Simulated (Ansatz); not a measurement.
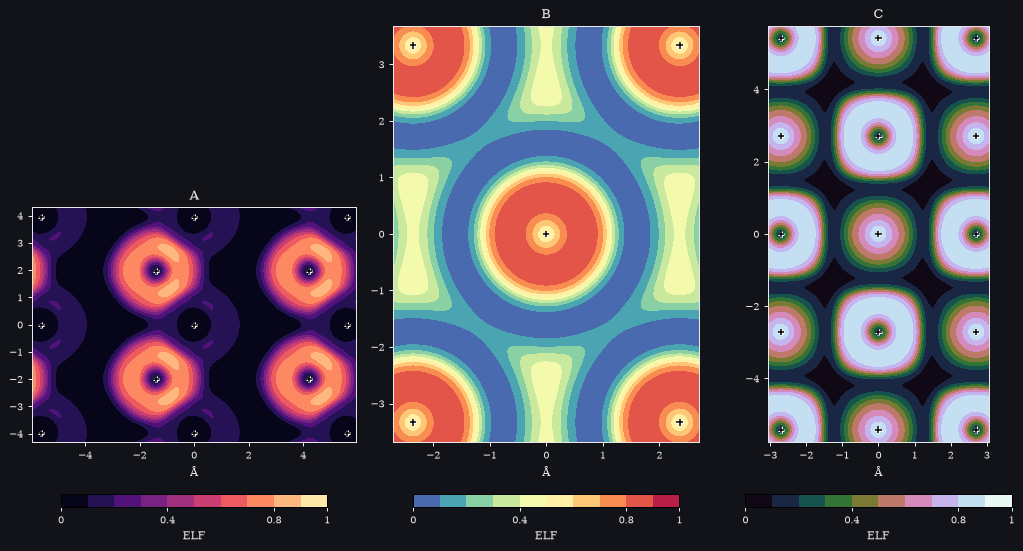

The electron localisation function of 3 systems, each on a plane through atoms (crosses mark nuclei in the plane).

Computed with DFT, PBEsol, PAW with Ansatz's default frozen-core files, scalar-relativistic; relaxation of cell and atoms in Ansatz 0.2.0.

System 1: ZnSe, the (011) plane of the conventional cell. Space group F-43m.

```yaml
crystal:
  lattice:
    - [5.60553, 0.00000, 0.00000]
    - [0.00000, 0.00000, -5.60553]
    - [0.00000, 5.60553, 0.00000]
  atoms:
    - { symbol: Zn, position: [0.50000, 0.50000, 0.00000] }
    - { symbol: Zn, position: [0.00000, 0.50000, 0.50000] }
    - { symbol: Zn, position: [0.00000, 0.00000, 0.00000] }
    - { symbol: Zn, position: [0.50000, 0.00000, 0.50000] }
    - { symbol: Se, position: [0.75000, 0.75000, 0.25000] }
    - { symbol: Se, position: [0.25000, 0.75000, 0.75000] }
    - { symbol: Se, position: [0.25000, 0.25000, 0.25000] }
    - { symbol: Se, position: [0.75000, 0.25000, 0.75000] }
```

System 2: K, the (011̄) plane of the conventional cell. Space group Im-3m; computed without spin polarisation.

```cif
data_structure
_symmetry_space_group_name_H-M 'P 1'
_symmetry_Int_Tables_number 1
_cell_length_a 4.7164
_cell_length_b 4.7164
_cell_length_c 4.7164
_cell_angle_alpha 90.000
_cell_angle_beta 90.000
_cell_angle_gamma 90.000
_cell_volume 104.91
loop_
_atom_site_label
_atom_site_type_symbol
_atom_site_fract_x
_atom_site_fract_y
_atom_site_fract_z
_atom_site_occupancy
K1 K 0.00000 0.00000 0.00000 1
K2 K 0.50000 0.50000 0.50000 1
```

System 3: AgCl, the (010) plane of the conventional cell. Space group Fm-3m.

Question: Match each panel to its system.

Answer: Panel A is system 1, ZnSe: the plane holds Zn and Se. Zn–Se (2.43 Å): the ELF is about 0.60 at the midpoint. Panel B is system 2, K: the plane holds K. K–K (4.08 Å): the ELF is about 0.10 at the midpoint; no localised pair shows between them. Panel C is system 3, AgCl: the plane holds Ag and Cl. Ag–Cl (2.71 Å): the ELF peaks at about 0.85 in the valence shell of Cl, 0.7 Å from its nucleus, and drops to about 0.10 between the two atoms (no localised pair shows between them).
